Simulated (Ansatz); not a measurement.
Structure data:

```cif
data_structure
_symmetry_space_group_name_H-M 'P 1'
_symmetry_Int_Tables_number 1
_cell_length_a 4.9158
_cell_length_b 4.9158
_cell_length_c 13.0939
_cell_angle_alpha 90.000
_cell_angle_beta 90.000
_cell_angle_gamma 120.000
_cell_volume 274.02
loop_
_atom_site_label
_atom_site_type_symbol
_atom_site_fract_x
_atom_site_fract_y
_atom_site_fract_z
_atom_site_occupancy
Ti1 Ti 0.33333 0.66667 0.31758 1
Ti2 Ti 0.60405 0.00000 0.50000 1
Ti3 Ti 0.00000 0.60405 0.50000 1
Ti4 Ti 0.00000 0.00000 0.34908 1
Ti5 Ti 0.39595 0.39595 0.50000 1
Si1 Si 0.66667 0.33333 0.33333 1
Ti6 Ti 0.00000 0.00000 0.65092 1
Ti7 Ti 0.27072 0.33333 0.83333 1
Ti8 Ti 0.66667 0.93738 0.83333 1
Ti9 Ti 0.66667 0.33333 0.68242 1
Ti10 Ti 0.06262 0.72928 0.83333 1
Si2 Si 0.33333 0.66667 0.66667 1
Ti11 Ti 0.66667 0.33333 0.98425 1
Ti12 Ti 0.93738 0.66667 0.16667 1
Ti13 Ti 0.33333 0.27072 0.16667 1
Ti14 Ti 0.33333 0.66667 0.01575 1
Ti15 Ti 0.72928 0.06262 0.16667 1
Si3 Si 0.00000 0.00000 0.00000 1
```

Question: Before looking at a picture, describe the arrangement of atoms.

Answer: The stoichiometry is Ti5Si. Space group R32 (No. 155), lattice rhombohedral (trigonal R). There are 18 atoms in the cell: 15 Ti, 3 Si. Within bonding distance, the neighbour counts come to Ti 10 to 12 (mean 10.8) and Si 12. Not all metal-metal contacts are counted.

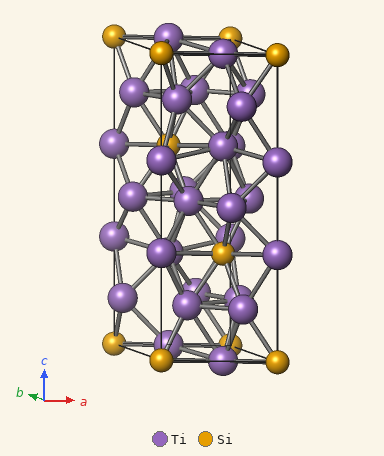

Shown here is a ball-and-stick view of the crystal, taken slightly off an axis. The conventional unit cell is drawn as a box. Colours: titanium purple, silicon orange.

The model was built from a structure listed in the Materials Project. It is drawn as it came out of a relaxation with Ansatz 0.2.0, DFT LDA, scalar-relativistic, plane waves, PAW.
